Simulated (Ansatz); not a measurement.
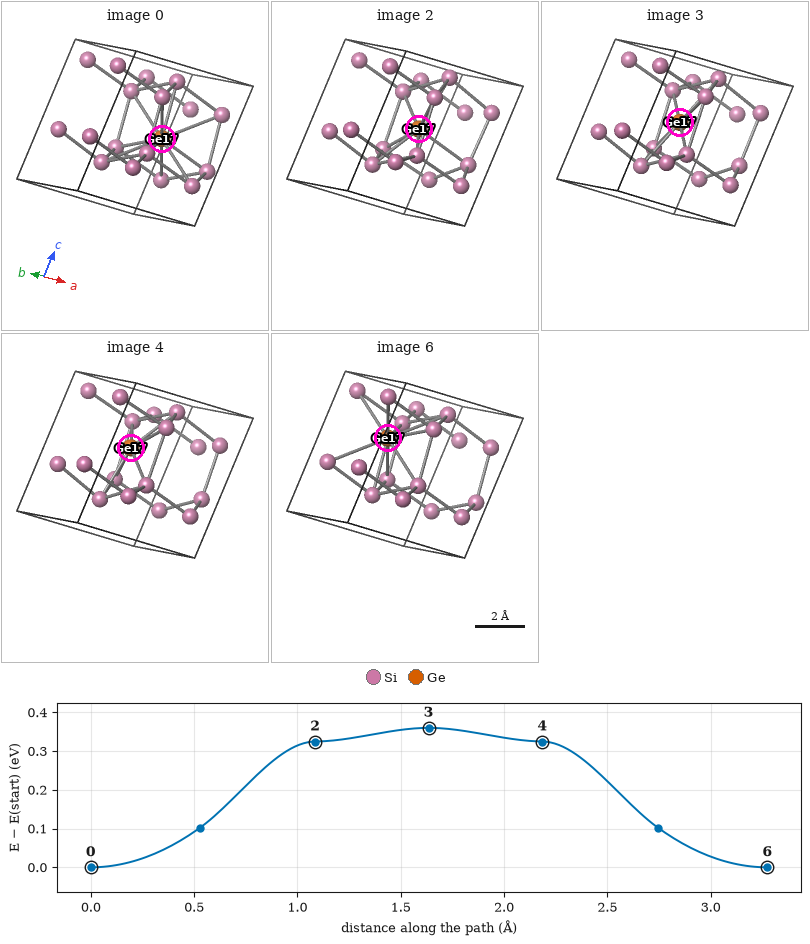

A search for the minimum-energy path of Si with an interstitial Ge (17 atoms in the cell) by the nudged elastic band. Images are numbered from 0 (start) to 6 (end). Style: ball-and-stick. Shown: the reduced simulation cell (origin moved), from a free direction. The moving atom is ringed, with any periodic copies. Lengths and directions refer to the drawn axes. Bonds to atoms that aren't drawn are left out.

The calculation used Ansatz 0.2.0, DFT LDA, scalar-relativistic, plane waves, PAW. Set-up: plane-wave cutoff 420 eV; k-point mesh 2 × 2 × 2; Fermi-Dirac smearing 0.05 eV; 5 movable images; climbing image; force threshold 0.03 eV/Å; iteration limit 49; spring constant 2.0 eV/Å²; optimiser FIRE; starting path by image-dependent pair potential.

**Read off the barrier and say what moves.**

The Ge atom travels furthest, 2.34 Å from end to end, along [−3 1 1], on a straight line. At the highest image its nearest neighbour (Si) is 2.42 Å away, against 2.42 Å at the start, and the surrounding atoms stand up to 0.38 Å off the mean of their end positions. The two ends have the same energy, and the highest point, image 3, lies 0.36 eV above the start. The band converged in 33 iterations. The climbing image converged on the top of the path. A check of its curvatures didn't confirm a first-order saddle.

Limits of the set-up: the periodic images lie only 7.7 Å apart, so the values are limited by the cell's size.

The run took 20 min on 1 thread of Arm Neoverse V1, on a shared host, peak memory 0.83 GiB.

PAW datasets: the set soft_1.
